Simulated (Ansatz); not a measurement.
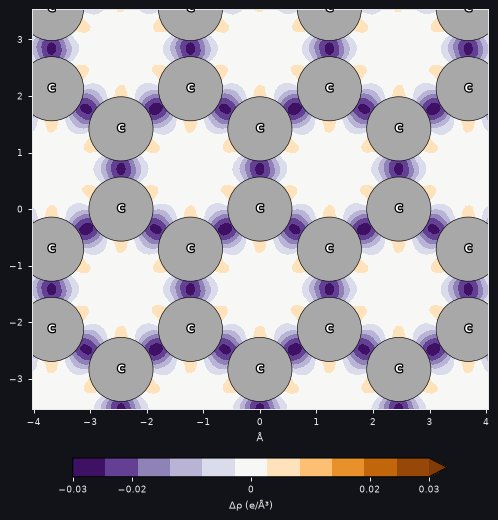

C. Difference of the valence pseudo-densities of two functionals at the same geometry, on the (001) plane of the calculation cell: RPBE less r2SCAN.

Both computed with Ansatz (plane waves, PAW), on the same k-point mesh. Grey discs cover the atomic cores.

**What does the difference map show?**

Against r2SCAN, RPBE gives a change of −0.027 e/Å³ at the midpoint of C–C.
